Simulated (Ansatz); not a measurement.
System: Ti8Al8H (cell with a defect).

```
Ti Al H
1.0
     5.64328    0.00000    4.07827
     0.00000   -5.64328   -4.07827
     0.00000    5.64328   -4.07827
Ti Al H
8 8 1
Cartesian
  1.4245 -1.4222 -2.0418
  1.4244 1.4210 -2.0418
  1.4169 -4.2300 -2.0374
  1.4170 4.2286 -2.0374
  4.2247 4.2213 -2.0417
  4.2322 1.4135 -2.0376
  4.2247 -4.2225 -2.0417
  4.2323 -1.4145 -2.0375
  2.8276 -0.0006 -4.0781
  2.8249 -2.8223 -0.0006
  2.8249 2.8210 -0.0006
  2.8227 -0.0006 -0.0007
  0.0033 -0.0006 -4.0056
  0.0030 -2.8248 -4.0784
  0.0030 2.8234 -4.0786
  0.0034 -0.0007 -0.0692
  0.0062 -0.0012 -6.0855
```

Computed without spin polarisation.

All numbers below come from Ansatz 0.2.0, DFT PBE, scalar-relativistic, plane waves, PAW.

Q: What can the converged valence pseudo-density and electron localisation function tell about the bonding?

A: Ti–H (2.00 Å): the density is about 0.36 e/Å³ at the midpoint; the ELF climbs to about 1 towards the hydrogen.
Ti–Al (2.85 Å): ρ is about 0.2 e/Å³ halfway; the ELF is about 0.35 at the midpoint.

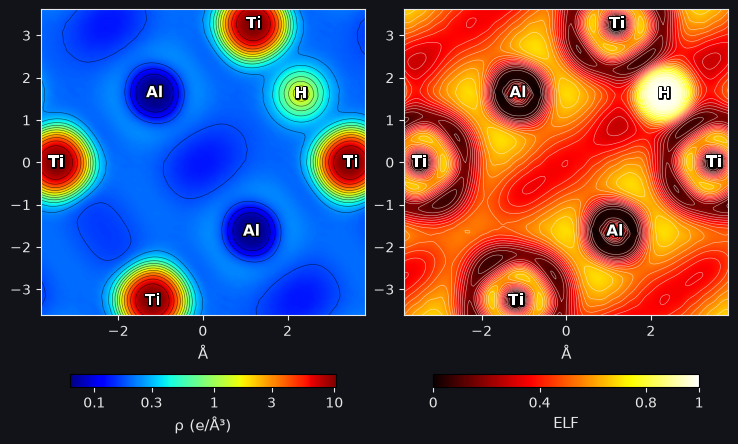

Computed valence pseudo-density and electron localisation function on the (101̄) plane of the calculation cell, in this order. 

In a PAW calculation such maps are meaningful between the atoms, not at the nuclei.
